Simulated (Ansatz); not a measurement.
## Polarity and tunnelling in Mg/AlN/Zr

Both polarities of the barrier in Mg/AlN/Zr, relaxed and compared. The lower electrode is Mg hcp(0001), the upper one Zr hcp(0001); the barrier is AlN zinc blende(111) (whole bilayers). In the first transport cell, after relaxation, the nearest pair of electrode and barrier is Mg–N at 2.43 Å, at a slant, at the lower face and Zr–Al at 3.28 Å, at a slant, at the upper one. All share a net of side 3.111 Å, which strains the lower electrode by -2.5 %, the upper one by -3.7 % and the barrier by +0.0 %, against typed lattice constants near PBE's. The first steps treat the bulk electrodes alone.

Main program and level: Ansatz 0.2.0; PBE DFT, plane waves, PAW files, in the first sound run; inputs show where later runs differ.

**1. The structure**

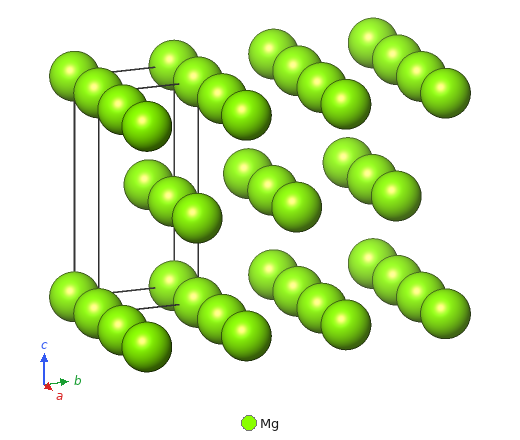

Start, viewed slightly off an axis; magnesium green. 3×3×1 cells are drawn. Some periodic images of atoms are drawn too.

**2. The strained electrode, electrode Mg hcp(0001)**

The electrode is held to the junction's net and relaxed along the normal; its spacing is used for the ideal lead layers.

input.yaml

```yaml
crystal:
  lattice:
    - [3.111, 0.0, 0.0]
    - [-1.5555, 2.6942050312, 0.0]
    - [0.0, 0.0, 5.2799708464]
  atoms:
    - { symbol: Mg, position: [0.0, 0.0, 0.0] }
    - { symbol: Mg, position: [0.3333333333, 0.6666666667, 0.5] }
kpoints:
  mp_grid: { grid: [12, 12, 6] }
scf:
  occupations: { method: fermi_dirac, width: 0.1 }
  max_iter: 150
hamiltonian:
  xc: pbe
relax:
  f_tol: 0.01
  max_steps: 40
  cell: { fix: [a, b, angles] }
```

Run with:

```bash
$ ansatz run input.yaml --threads 4 --pin off --max-ram 12288MiB --backend cpu --events-out ev --progress --plain --runs-dir out
```

Numbers of over 12 decimals in the logs are rounded to 6 here.

The program printed:

```text
Engine: ansatz 0.2.0, aarch64-unknown-linux-gnu
Pseudopotentials: kind: paw
Pseudopotential: Mg, paw, valence charge 10, recommended cutoff 420 eV (normal), Mg.paw.azcp
Functional definition: PBE
  parameter kappa = 0.804
  parameter beta = 0.066725
  exchange = pbe_x(kappa = kappa, mu = beta*pi^2/3)
  correlation = pbe_c(beta = beta)
Crystal: 2 atoms, lattice volume = 44.255 Å³
Basis set: ecut = 420 eV, 881 PW (Γ), exchange–correlation on 48×48×72 points (8 copies of the dense FFT grid, shifted against one another)
Bands: 14, of which v1, the nominal top of the filled ones, is band 10 counted from 1 (9 counted from 0)
Symmetry: 24 space group operations
Space group: P63/mmc (ITA 194), of the structure as read, at distance tolerance 3.5e-5 Å
k-points: 76 of 864
Non-local potential: Mg, projectors of the file, l = 0: 3, l = 1: 2, l = 2: 1
PAW form: soft (Blöchl's): semilocal exchange-correlation on the pseudo side does not see the compensation charge
PAW one-centre angular grid: Mg, 110 points (default); XC on 64 Gauss nodes
Initial density: superposition of atomic densities (neutral atoms: chi_scale 0, normalization atom), corrected by the library's trained network
Initial wavefunctions: pseudopotential atomic-orbital guess
Functional: x = pbe(κ = 0.804, μ = 0.219515), c = pbe(β = 0.066725)
SCF iter   1: F=—  HF=-3847.597066 eV  |F-HF|=—  |Δ(HF+E_count)|=         —  Δρ=7.48e-4  dr2=2.71e-4  ethr=1.77e-3  ⟨swp⟩=5.1  Hψ=5335  notcnv=0
preconditioner: auto → Kerker (q_TF=auto, 2.390 Å⁻¹)  [metal: Δε(μ)=0.053 eV  Ē_g=7.097 eV  σ=0.100 eV  W_gap=0.13  n_scr=10 (ndim 8)  ℏωp=11.2 eV  f_vac=0.000  D(μ)=0.97/eV (n_scr^D=2)]
SCF iter   2: F=—  HF=-3847.596732 eV  |F-HF|=—  |Δ(HF+E_count)|=   3.35e-4  Δρ=4.60e-4  dr2=9.89e-5  ethr=1.35e-6  ⟨swp⟩=2.2  Hψ=2274  notcnv=0
SCF iter   3: F=—  HF=-3847.596791 eV  |F-HF|=—  |Δ(HF+E_count)|=   5.92e-5  Δρ=2.02e-4  dr2=1.52e-5  ethr=4.94e-7  ⟨swp⟩=2.1  Hψ=1833  notcnv=0
SCF iter   4: F=—  HF=-3847.596785 eV  |F-HF|=—  |Δ(HF+E_count)|=   5.37e-6  Δρ=9.42e-5  dr2=2.73e-6  ethr=7.59e-8  ⟨swp⟩=2.0  Hψ=1813  notcnv=0
SCF iter   5: F=—  HF=-3847.596784 eV  |F-HF|=—  |Δ(HF+E_count)|=   1.46e-6  Δρ=3.69e-5  dr2=2.90e-7  ethr=1.37e-8  ⟨swp⟩=2.0  Hψ=1816  notcnv=0
SCF iter   6: F=-3847.596784 eV  HF=-3847.596784 eV  |F-HF|=1.70e-9  |Δ(HF+E_count)|=   1.90e-7  Δρ=4.15e-6  dr2=5.22e-9  ethr=5.00e-10  ⟨swp⟩=4.0  Hψ=3081  notcnv=0
SCF 1 converged in 6 iterations: F = -3847.596784 eV  dr2 = 5.22e-9
  greatest PAW one-centre occupation: 1.000 electrons in one spin orbital (limit 2), on the Mg atom at site 1 (counted from 0), in its partial waves of l = 0
relax step   1: F+E_penalty+E_count = -3847.59678373 eV  Δ(F+E_penalty+E_count) = +0.000e0 eV  max|allowed force component| = 3.701e-17 eV/Å  Δτ_max = 0.0000 Å  P = +1.572 GPa  Ω = 44.255 Å³  fix = [a, b, alpha, beta, gamma]  reactions: a +2.770, b +2.770 GPa  (6 SCF iters, dr2 threshold 1.00e-7 eV, accepted)
Crystal: 2 atoms, lattice volume = 43.910 Å³
Initial density: handed on by an earlier stage of this run
Initial wavefunctions: those handed on with the density
iter 1 solved again at ethr=1.10e-7 eV; its pass at ethr=3.10e-3 eV (dr2=2.20e-5 eV) is discarded
SCF iter   1: F=—  HF=-3847.598060 eV  |F-HF|=—  |Δ(HF+E_count)|=         —  Δρ=1.99e-4  dr2=2.57e-5  ethr=1.10e-7  ⟨swp⟩=2.9  Hψ=7864  notcnv=0
preconditioner: auto → none  [metal: Δε(μ)=0.006 eV  Ē_g=7.128 eV  σ=0.100 eV  W_gap=0.02  n_scr=8 (ndim 8)  ℏωp=11.2 eV  f_vac=0.000  D(μ)=0.91/eV (n_scr^D=2)]
SCF iter   2: F=—  HF=-3847.598082 eV  |F-HF|=—  |Δ(HF+E_count)|=   2.17e-5  Δρ=8.80e-5  dr2=4.99e-6  ethr=1.10e-7  ⟨swp⟩=1.0  Hψ=1064  notcnv=0
SCF iter   3: F=-3847.598080 eV  HF=-3847.598080 eV  |F-HF|=1.05e-9  |Δ(HF+E_count)|=   2.27e-6  Δρ=3.34e-6  dr2=4.09e-9  ethr=1.00e-9  ⟨swp⟩=3.9  Hψ=4130  notcnv=0
SCF 2 converged in 3 iterations: F = -3847.598080 eV  dr2 = 4.09e-9
relax step   2: F+E_penalty+E_count = -3847.59807988 eV  Δ(F+E_penalty+E_count) = -1.296e-3 eV  max|allowed force component| = 5.551e-17 eV/Å  Δτ_max = 0.0000 Å  P = +1.858 GPa  Ω = 43.910 Å³  energy of the carried Pulay correction = +7.478e-6 eV  fix = [a, b, alpha, beta, gamma]  reactions: a +2.963, b +2.963 GPa  (3 SCF iters, dr2 threshold 2.00e-7 eV, accepted)
Crystal: 2 atoms, lattice volume = 43.652 Å³
Basis set: ecut = 420 eV, 869 PW (Γ), exchange–correlation on 48×48×72 points (8 copies of the dense FFT grid, shifted against one another)
iter 1 solved again at ethr=4.90e-8 eV; its pass at ethr=3.10e-3 eV (dr2=9.81e-6 eV) is discarded
SCF iter   1: F=—  HF=-3847.598298 eV  |F-HF|=—  |Δ(HF+E_count)|=         —  Δρ=1.33e-4  dr2=1.12e-5  ethr=4.90e-8  ⟨swp⟩=3.2  Hψ=7983  notcnv=0
preconditioner: auto → none  [metal: Δε(μ)=0.024 eV  Ē_g=7.146 eV  σ=0.100 eV  W_gap=0.06  n_scr=8 (ndim 8)  ℏωp=11.2 eV  f_vac=0.000  D(μ)=0.87/eV (n_scr^D=2)]
SCF iter   2: F=—  HF=-3847.598313 eV  |F-HF|=—  |Δ(HF+E_count)|=   1.51e-5  Δρ=5.99e-5  dr2=2.21e-6  ethr=4.90e-8  ⟨swp⟩=1.0  Hψ=1064  notcnv=0
SCF iter   3: F=-3847.598312 eV  HF=-3847.598312 eV  |F-HF|=3.99e-10  |Δ(HF+E_count)|=   1.22e-6  Δρ=2.50e-6  dr2=2.34e-9  ethr=1.00e-9  ⟨swp⟩=3.8  Hψ=4115  notcnv=0
SCF 3 converged in 3 iterations: F = -3847.598312 eV  dr2 = 2.34e-9
relax step   3: F+E_penalty+E_count = -3847.59831153 eV  Δ(F+E_penalty+E_count) = -2.316e-4 eV  max|allowed force component| = 6.476e-17 eV/Å  Δτ_max = 0.0000 Å  P = +2.086 GPa  Ω = 43.652 Å³  energy of the carried Pulay correction = +1.309e-5 eV  fix = [a, b, alpha, beta, gamma]  reactions: a +3.088, b +3.088 GPa  (3 SCF iters, dr2 threshold 2.00e-7 eV, accepted)
[...]
relax step   4: F+E_penalty+E_count = -3847.59832218 eV  Δ(F+E_penalty+E_count) = -1.066e-5 eV  max|allowed force component| = 1.133e-16 eV/Å  Δτ_max = 0.0000 Å  P = +2.042 GPa  Ω = 43.701 Å³  energy of the carried Pulay correction = +1.202e-5 eV  fix = [a, b, alpha, beta, gamma]  reactions: a +3.066, b +3.066 GPa  (3 SCF iters, dr2 threshold 1.70e-8 eV, accepted)
Initial wavefunctions: pseudopotential atomic-orbital guess (no wavefunctions were taken with the density)
iter 1 solved again at ethr=3.44e-8 eV; its pass at ethr=3.10e-3 eV (dr2=6.88e-6 eV) is discarded
SCF iter   1: F=—  HF=-3847.598288 eV  |F-HF|=—  |Δ(HF+E_count)|=         —  Δρ=3.58e-6  dr2=8.94e-10  ethr=3.44e-8  ⟨swp⟩=3.2  Hψ=8143  notcnv=0
SCF iter   2: F=—  HF=-3847.598310 eV  |F-HF|=—  |Δ(HF+E_count)|=   2.19e-5  Δρ=2.25e-6  dr2=3.53e-10  ethr=4.47e-12  ⟨swp⟩=3.1  Hψ=2397  notcnv=0
SCF iter   3: F=—  HF=-3847.598310 eV  |F-HF|=—  |Δ(HF+E_count)|=  6.21e-10  Δρ=8.31e-7  dr2=4.99e-11  ethr=1.76e-12  ⟨swp⟩=2.7  Hψ=2061  notcnv=0
SCF iter   4: F=-3847.598310 eV  HF=-3847.598310 eV  |F-HF|=1.36e-12  |Δ(HF+E_count)|=  1.70e-10  Δρ=6.72e-8  dr2=4.77e-13  ethr=1.00e-12  ⟨swp⟩=5.3  Hψ=3914  notcnv=0
SCF 5 converged in 4 iterations: F = -3847.598310 eV  dr2 = 4.77e-13
relax step   5: F+E_penalty+E_count = -3847.59831028 eV  Δ(F+E_penalty+E_count) = +1.190e-5 eV  max|allowed force component| = 1.156e-16 eV/Å  Δτ_max = 0.0000 Å  P = +2.042 GPa  Ω = 43.701 Å³  fix = [a, b, alpha, beta, gamma]  reactions: a +3.066, b +3.066 GPa  stress off target by 5.23e-3 GPa on what of the cell is left free  SCF on the basis re-selected at this cell (its energy is not comparable with the rows above)  (4 SCF iters)
basis re-selected at this cell: Δ(F+E_penalty+E_count) = +1.190e-5 eV, ΔP = +0.000 GPa vs the last step (what re-selecting the basis moved, of the pressure what is left beyond the Pulay correction that the steps carried, after the strain that the cell walked since its last selection, with what the two solves' SCF thresholds leave and, on support functions, any second-order correction that the steps lacked; it is no m [...]
SCF converged after 4 iterations
Free energy (F): -3847.598310 eV
Harris-Foulkes:  -3847.598310 eV  (|F-HF|=1.36e-12)
Internal energy: -3847.570096 eV  (E = F + TS)
E sigma→0 (E₀):  -3847.584203 eV
Entropy (-TS):   -0.028215 eV (-14.107 meV/atom)
Fermi energy:    6.062881 eV
--- Per-component energies (eV) ---
  E_band       = -705.766525
  E_kinetic    = 150.349454
  E_local      = -3201.925856  (includes V_loc(G=0)·N_el)
  E_nonlocal   = 191.376976
  E_hartree    = 1142.108490
  E_xc         = -57.235084
  E_vxc        = -73.853543  (∫ρ·V_xc dr)
  E_paw        = -584.767863  (= ΣΔE_a)
  E_vpaw       = -55.930539  (= ΣTr[D̂ρ^β])
  E_aug_tail   = -0.000006  (compensation charges beyond the density's cutoff)
  E_ewald      = -1487.476207
  E_smearing   = -0.028215  (= −TS)
  E_closure    = 0.000000  (closes the sum)
  Σ components = -3847.598310   (vs F -3847.598310, Δ=0.00e0)
--- Forces (eV/Å), atoms counted from 1 ---
  atom   1  Mg     0.00000000     0.00000000     0.00000000
  atom   2  Mg     0.00000000    -0.00000000    -0.00000000
  max |Σ_I F_I| component: 4.63e-18 eV/Å
--- Stress (GPa, compression-positive) ---
        3.065952       0.000000       0.000000
        0.000000       3.065952       0.000000
        0.000000       0.000000      -0.005230
  P = ⅓ Tr σ = 2.0422 GPa (20.422 kbar)
--- Relaxed structure (4 steps of the walk, 4 accepted, 1 SCFs on fresh bases) ---
  F+E_penalty+E_count = -3847.59831028 eV   max|allowed force component| = 1.156e-16 eV/Å   (the final SCF, on the basis selected at the relaxed cell)
  cell:  # Å, volume = 43.7010 Å³
    - [3.111000, 0, 0]
    - [-1.555500, 2.694205, 0]
    - [0, 0, 5.213870]
  atoms:
    - { symbol: Mg, position: [9.251858539620017e-18, -5.088522196306341e-17, 0] }
    - { symbol: Mg, position: [0.333333, 0.666667, 0.5] }
```

It took 2.5 s on 4 threads of Arm Neoverse V1, shared host; peak memory 0.33 GiB; 8.7 s of CPU time.

Relaxation path:

```csv
step,energy less that of the first step (eV),largest force component (eV/Å),pressure (GPa),volume (Å³)
1,0.0000,0.0000,1.57,44.25
2,-0.0013,0.0000,1.86,43.91
3,-0.0015,0.0000,2.09,43.65
4,-0.0015,0.0000,2.04,43.70
5*,-0.0015,0.0000,2.04,43.70
```

Relaxation steps marked * repeat the geometry before them on a plane-wave basis chosen anew for their cell, so energy and pressure can jump there.

The run keeps the 24 symmetry operations that it works with, so distortions that break them were not tested.

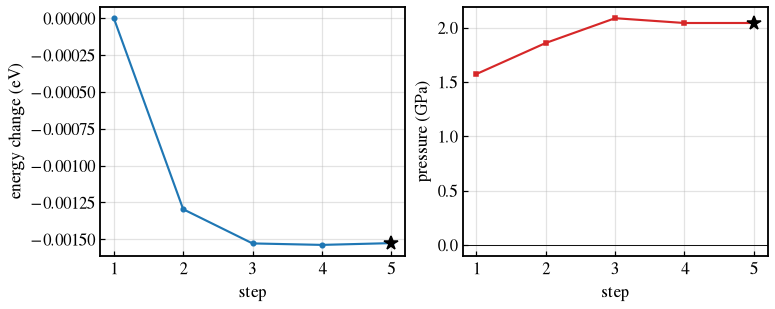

Energy and pressure along the relaxation. Stars mark steps on a basis chosen anew.

```csv
"conventional cell, symmetrised",before,after,change
a (Å),3.111,3.111,+0.0 %
b (Å),3.111,3.111,+0.0 %
c (Å),5.280,5.214,-1.3 %
volume (Å³/atom),22.13,21.85,-1.3 %
```

Final coordinates:

```xyz
2
Lattice="3.1110 0.0000 0.0000 -1.5555 2.6942 0.0000 0.0000 0.0000 5.2139" Properties=species:S:1:pos:R:3 pbc="T T T"
Mg    0.0000    0.0000    0.0000
Mg    0.0000    1.7961    2.6069
```

Numbers from this step:

```yaml
free_energy: -3847.5983 eV
fermi_energy: 6.063 eV
pressure: 2.042 GPa
```

The cell shrank by 1.3 % in volume.

**3. Layer spacing of the electrode, electrode Zr hcp(0001)**

System of this step: Zr. The structure is hexagonal, space group P6_3/mmc (No. 194). Conventional cell: a = 3.111 Å, b = 3.111 Å, c = 5.303 Å, α = 90.00°, β = 90.00°, γ = 120.00°. Zr has 12 Zr at 3.11 to 3.20 Å nearest.

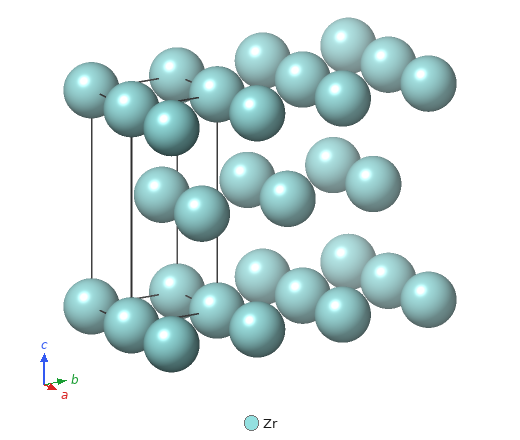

The cell of this step (zirconium light teal). 2×3×1 cells are drawn. Some periodic images of atoms are drawn too.

The electrode is held to the junction's net and relaxed along the normal; its spacing is used for the ideal lead layers.

input.yaml, the sections that differ from step 2:

```yaml
crystal:
  lattice:
    - [3.111, 0.0, 0.0]
    - [-1.5555, 2.6942050312, 0.0]
    - [0.0, 0.0, 5.3033315789]
  atoms:
    - { symbol: Zr, position: [0.0, 0.0, 0.0] }
    - { symbol: Zr, position: [0.3333333333, 0.6666666667, 0.5] }
# kpoints, scf, hamiltonian, relax: as in step 2
```

The program printed:

```text
[...]
Crystal: 2 atoms, lattice volume = 44.451 Å³
Basis set: ecut = 420 eV, 881 PW (Γ), exchange–correlation on 48×48×72 points (8 copies of the dense FFT grid, shifted against one another)
Bands: 16, of which v1, the nominal top of the filled ones, is band 12 counted from 1 (11 counted from 0)
Symmetry: 24 space group operations
[...]
k-points: 76 of 864
[...]
SCF iter   1: F=—  HF=-8367.641135 eV  |F-HF|=—  |Δ(HF+E_count)|=         —  Δρ=2.59e-3  dr2=1.06e-3  ethr=1.77e-3  ⟨swp⟩=4.8  Hψ=5164  notcnv=0
[...]
SCF iter   6: F=-8367.640658 eV  HF=-8367.640658 eV  |F-HF|=2.02e-9  |Δ(HF+E_count)|=   5.16e-9  Δρ=4.27e-6  dr2=4.54e-9  ethr=3.06e-10  ⟨swp⟩=2.0  Hψ=4605  notcnv=0
SCF 1 converged in 6 iterations: F = -8367.640658 eV  dr2 = 4.54e-9
[...]
relax step   1: F+E_penalty+E_count = -8367.64065845 eV  Δ(F+E_penalty+E_count) = +0.000e0 eV  max|allowed force component| = 7.864e-17 eV/Å  Δτ_max = 0.0000 Å  P = +4.839 GPa  Ω = 44.451 Å³  fix = [a, b, alpha, beta, gamma]  reactions: a +6.370, b +6.370 GPa  (6 SCF iters, dr2 threshold 1.00e-7 eV, accepted)
Crystal: 2 atoms, lattice volume = 45.202 Å³
Basis set: ecut = 420 eV, 895 PW (Γ), exchange–correlation on 48×48×72 points (8 copies of the dense FFT grid, shifted against one another)
[...]
SCF iter   6: F=-8367.642992 eV  HF=-8367.642992 eV  |F-HF|=1.09e-11  |Δ(HF+E_count)|=  6.48e-10  Δρ=3.61e-7  dr2=3.82e-11  ethr=4.28e-12  ⟨swp⟩=1.2  Hψ=3591  notcnv=0
SCF 2 converged in 6 iterations: F = -8367.642992 eV  dr2 = 3.82e-11
relax step   2: F+E_penalty+E_count = -8367.64299227 eV  Δ(F+E_penalty+E_count) = -2.334e-3 eV  max|allowed force component| = 1.099e-16 eV/Å  Δτ_max = 0.0000 Å  P = +3.010 GPa  Ω = 45.202 Å³  energy of the carried Pulay correction = -9.168e-5 eV  fix = [a, b, alpha, beta, gamma]  reactions: a +4.858, b +4.858 GPa  (6 SCF iters, dr2 threshold 2.00e-7 eV, accepted)
Crystal: 2 atoms, lattice volume = 44.993 Å³
Basis set: ecut = 420 eV, 893 PW (Γ), exchange–correlation on 48×48×72 points (8 copies of the dense FFT grid, shifted against one another)
[...]
SCF iter   3: F=-8367.643491 eV  HF=-8367.643491 eV  |F-HF|=1.44e-8  |Δ(HF+E_count)|=   4.03e-6  Δρ=1.93e-5  dr2=1.46e-7  ethr=8.33e-10  ⟨swp⟩=3.2  Hψ=4973  notcnv=0
SCF 3 converged in 3 iterations: F = -8367.643491 eV  dr2 = 1.46e-7
relax step   3: F+E_penalty+E_count = -8367.64349057 eV  Δ(F+E_penalty+E_count) = -4.983e-4 eV  max|allowed force component| = 7.864e-17 eV/Å  Δτ_max = 0.0000 Å  P = +3.503 GPa  Ω = 44.993 Å³  energy of the carried Pulay correction = -6.629e-5 eV  fix = [a, b, alpha, beta, gamma]  reactions: a +5.272, b +5.272 GPa  (3 SCF iters, dr2 threshold 2.00e-7 eV, accepted)
[...]
SCF iter   4: F=-8367.643559 eV  HF=-8367.643559 eV  |F-HF|=5.46e-12  |Δ(HF+E_count)|=   2.03e-9  Δρ=2.44e-7  dr2=1.10e-11  ethr=1.00e-12  ⟨swp⟩=4.1  Hψ=6436  notcnv=0
SCF 4 converged in 4 iterations: F = -8367.643559 eV  dr2 = 1.10e-11
relax step   4: F+E_penalty+E_count = -8367.64355881 eV  Δ(F+E_penalty+E_count) = -6.824e-5 eV  max|allowed force component| = 8.789e-17 eV/Å  Δτ_max = 0.0000 Å  P = +3.504 GPa  Ω = 44.993 Å³  fix = [a, b, alpha, beta, gamma]  reactions: a +5.272, b +5.272 GPa  stress off target by 3.24e-2 GPa on what of the cell is left free  SCF on the basis re-selected at this cell (its energy is not comparable with the rows above)  (4 SCF iters)
basis re-selected at this cell: Δ(F+E_penalty+E_count) = -6.824e-5 eV, ΔP = +0.000 GPa vs the last step (what re-selecting the basis moved, of the pressure what is left beyond the Pulay correction that the steps carried, after the strain that the cell walked since its last selection, with what the two solves' SCF thresholds leave and, on support functions, any second-order correction that the steps lacked; it is no m [...]
SCF converged after 4 iterations
Free energy (F): -8367.643559 eV
[...]
Internal energy: -8367.563502 eV  (E = F + TS)
E sigma→0 (E₀):  -8367.603530 eV
Entropy (-TS):   -0.080057 eV (-40.029 meV/atom)
Fermi energy:    14.502216 eV
[...]
--- Stress (GPa, compression-positive) ---
        5.271896       0.000000       0.000000
        0.000000       5.271896       0.000000
        0.000000       0.000000      -0.032394
  P = ⅓ Tr σ = 3.5038 GPa (35.038 kbar)
--- Relaxed structure (3 steps of the walk, 3 accepted, 1 SCFs on fresh bases) ---
[...]
cell:  # Å, volume = 44.9927 Å³
    - [3.111000, 0, 0.0]
    - [-1.555500, 2.694205, 0.0]
    - [0.0, 0.0, 5.367990]
  atoms:
    - { symbol: Zr, position: [9.25185853962002e-18, -5.0885221963063406e-17, 0.0] }
    - { symbol: Zr, position: [0.333333, 0.666667, 0.5] }
```

Elapsed: 3 s, on 4 threads; peak memory 0.37 GiB.

The steps of the relaxation:

```csv
step,energy less that of the first step (eV),largest force component (eV/Å),pressure (GPa),volume (Å³)
1,0.0000,0.0000,4.84,44.45
2,-0.0023,0.0000,3.01,45.20
3,-0.0028,0.0000,3.50,44.99
4*,-0.0029,0.0000,3.50,44.99
```

Relaxation steps marked * repeat the geometry before them on a plane-wave basis chosen anew for their cell, so energy and pressure can jump there.

Forces are held to the 24 operations that the run works with; a distortion that breaks them can't arise in this run.

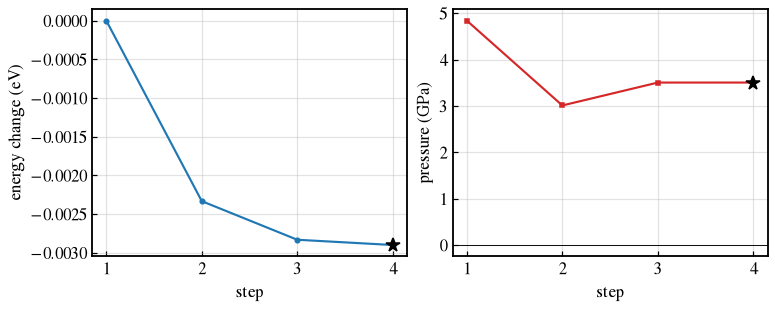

Energy and pressure along the relaxation. Stars mark steps on a basis chosen anew.

```csv
"conventional cell, symmetrised",before,after,change
a (Å),3.111,3.111,+0.0 %
b (Å),3.111,3.111,+0.0 %
c (Å),5.303,5.368,+1.2 %
volume (Å³/atom),22.23,22.50,+1.2 %
```

The relaxed structure:

```xyz
2
Lattice="3.1110 0.0000 0.0000 -1.5555 2.6942 0.0000 0.0000 0.0000 5.3680" Properties=species:S:1:pos:R:3 pbc="T T T"
Zr    0.0000    0.0000    0.0000
Zr    0.0000    1.7961    2.6840
```

Numbers from this step:

| Item | Value |
| --- | --- |
| free energy | -8367.6436 eV |
| Fermi energy | 14.50 eV |
| pressure | 3.504 GPa |

(Part 1 of 6 ends here.)

[Logs are printed without paths, hosts, clocks, repeated set-up lines and the standing remarks that a program may print on its own settings, such as how far it seeks lower states.]

[Hosts, paths, dates, database ids (printed as entryN), source tags and the programs' standing remarks are cut or masked in the printed files.]
